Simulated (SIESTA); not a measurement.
**Energy of Ag along an even scaling of the cell**

System: Ag (Im-3m, 1 atom in the cell).
Method: Kohn-Sham DFT of a periodic cell, PBE, PseudoDojo 0.4 standard, converted to PSML, no spin polarisation (SIESTA 5.4.2).

The 7 runs differ only in the geometry, by an even scaling of the cell at fixed fractional positions. The structure derives from a Materials Project entry.

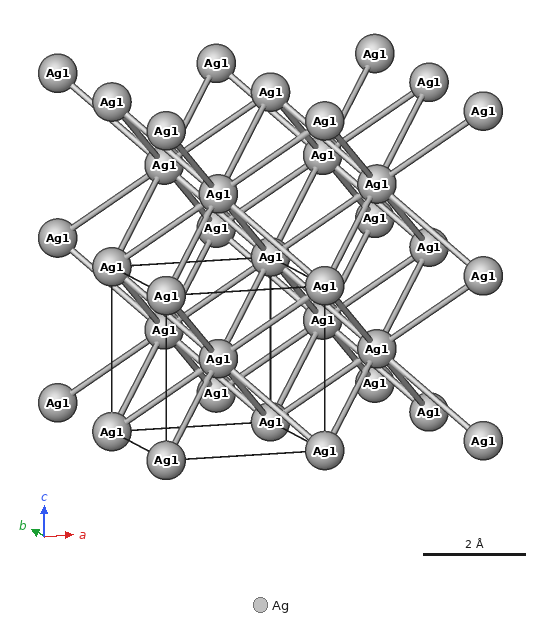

Figure 1. The structure of run 4 (ball-and-stick view of the cell 2 times as large as that of the calculation, set on its symmetry axes, repeated 2 × 2 × 2, seen slightly off an axis; atoms are numbered from 1 in the order of the input).

## The input of run 4
```
SystemName                      Ag
SystemLabel                     Ag
NumberOfSpecies                 1
NumberOfAtoms                   1
%block ChemicalSpeciesLabel
  1  47 Ag
%endblock ChemicalSpeciesLabel

UseStructFile                   true

%block kgrid.MonkhorstPack
   11   0   0  0.0
    0  11   0  0.0
    0   0  11  0.0
%endblock kgrid.MonkhorstPack
XC.Functional                   GGA
XC.Authors                      PBE
PAO.BasisSize                   DZP
PAO.EnergyShift                 0.002 Ry
Mesh.Cutoff                     800 Ry
OccupationFunction              FD
ElectronicTemperature           0.05 eV
MaxSCFIterations                120
SCF.MustConverge                false
SCF.Mixer.Method                Pulay
SCF.Mixer.Weight                0.25
SCF.Mixer.History               8
SCF.DM.Tolerance                5.0e-05
SCF.H.Tolerance                 1.0e-03 eV
WriteForces                     true
Charge.Mulliken                 end
Charge.Hirshfeld                end
Charge.Voronoi                  end
SaveRho                         true
SaveElectrostaticPotential      true
```

## File Ag.STRUCT_IN of run 4
```
  -1.6556540000     1.6556540000     1.6556540000
   1.6556540000    -1.6556540000     1.6556540000
   1.6556540000     1.6556540000    -1.6556540000
1
1  47    0.0000000000     0.0000000000     0.0000000000
```

Command:
```bash
siesta Ag.fdf > Ag.out 2>&1
```

Lattice vectors (Å) and fractional positions of run 4:
```
  -1.655654    1.655654    1.655654
   1.655654   -1.655654    1.655654
   1.655654    1.655654   -1.655654
Ag  0.000000  0.000000  0.000000
```

Run 6 has the same physical settings and fractional positions; its lattice vectors (Å) are:
```
  -1.677441    1.677441    1.677441
   1.677441   -1.677441    1.677441
   1.677441    1.677441   -1.677441
```

## Results, with one run withheld

```csv
run,volume per atom (Å³),"free energy per atom, from the lowest run given (meV)",pressure (GPa)
1,17.065,20.60,6.53
2,17.428,8.56,4.11
3,17.791,2.05,1.79
4,18.154,0.00,0.00
5,18.517,2.72,−1.85
6,18.880,?,?
7,19.243,17.75,−4.61
```

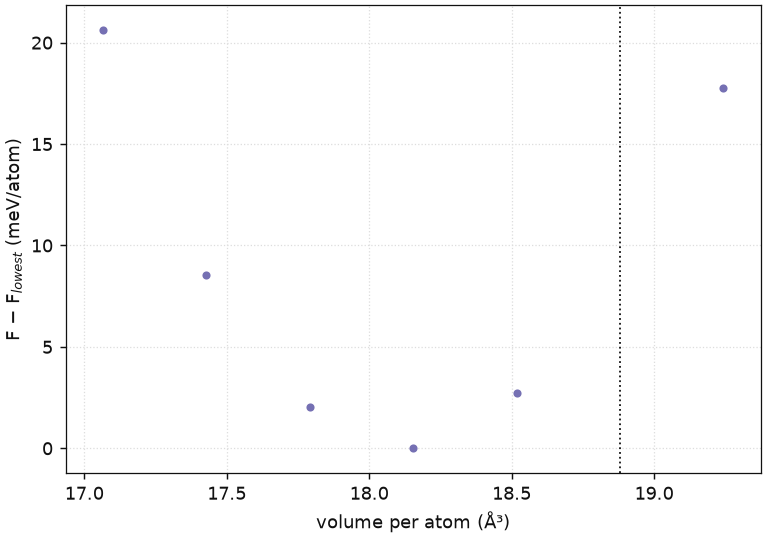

Figure 2. Free energy per atom of the runs given; the dotted line marks run 6.

Fit the runs given and predict run 6.

A cubic polynomial in V^(−2/3) (the Birch–Murnaghan form), fitted to the 6 runs given, misses them by at most 0.20 meV per atom. With x = V^(−2/3) − 0.14555 Å⁻², it reads F = 0.37237 + 666.33 x + 5.6983e+05 x² + 3.9204e+06 x³ (meV per atom). At run 6 it gives 8.61 meV per atom, and the run itself gives 8.58. The slope of the fit gives a pressure −dF/dV of −3.38 GPa there, and the run prints −3.33 GPa. The two needn't agree exactly: the fit is approximate, and the printed stress is taken on a finite basis. The fit has its minimum at 18.118 Å³ per atom, where V d²F/dV² gives 93 GPa: the bulk modulus at this level, since symmetry fixes the shape and the positions.

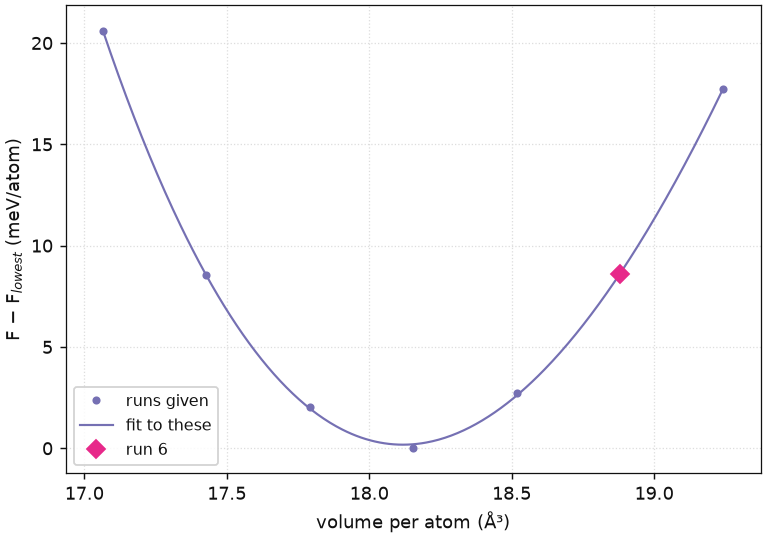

Figure 3. The fit and the withheld run.

## Some lines of the output (run 6)
```
[...]
outcell: Cell volume (Ang**3)        :     18.8800
stepf: Fermi-Dirac step function
siesta: Etot    =     -4216.677692
siesta: FreeEng =     -4216.682432
        iscf     Eharris(eV)        E_KS(eV)     FreeEng(eV)     dDmax    Ef(eV) dHmax(eV)
siesta: E_KS(eV) =            -4217.9576
siesta: E_KS - E_eggbox =     -4217.9576
siesta: Etot    =     -4217.957595
siesta: FreeEng =     -4217.960774
siesta:         Fermi =      -3.560682
siesta: Cell volume =         18.880004 Ang**3
    Orbital volume contribution        =           1.215030 eV
```

Notes: Points of doubt noted for this run: mulliken charges of long orbitals. With a small basis of atomic orbitals these values can differ much from converged plane-wave results.
